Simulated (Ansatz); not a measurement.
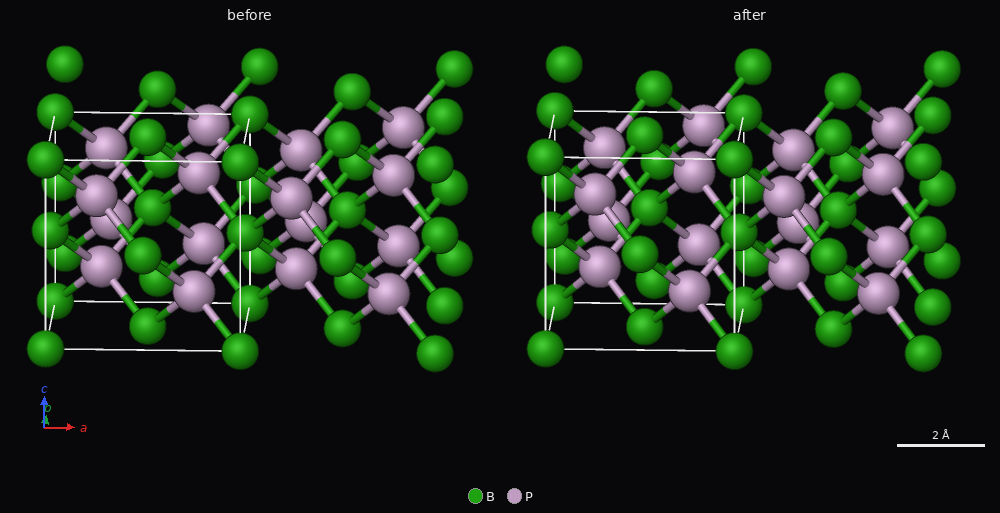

Left: a crystal of BP (set up in F-43m). Right: the same structure after one change, at the same scale. A ball-and-stick model of the conventional cell (2 times the calculation's cell), repeated 2 × 2 × 1 with one cell outlined, seen from a free direction. Lengths and directions refer to the drawn axes.

Method: DFT PBEsol, scalar-relativistic, plane waves, PAW (Ansatz). (plane-wave cutoff 420 eV; k-point mesh 8 × 8 × 6; occupations gaussian; smearing width 0.02 eV; no spin polarisation)

**What distinguishes the right structure from the left one?**

Biaxial strain in the a–b plane, −3.0 %, is applied. The c axis and the atoms are relaxed.

**What does the change do?**

It costs 26.9 meV per atom. Pressure: 0.0 GPa before, 8.7 GPa after. The principal stresses (compression positive) are 0.0 GPa along c and 13.0 GPa across it. The gap on the k-mesh goes from 1.11 to 0.76 eV. Cell: a = b 4.520 → 4.385 Å (−3.0 %), c 4.520 → 4.583 Å (+1.4 %). Volume −4.6 %. No atom moves by more than 0.005 Å relative to the cell. Near-neighbour distances before and after: B–P 1.957 → 1.928 Å. The space group (tolerance 0.01 Å) goes from F-43m (No. 216) to I-4m2 (No. 119).
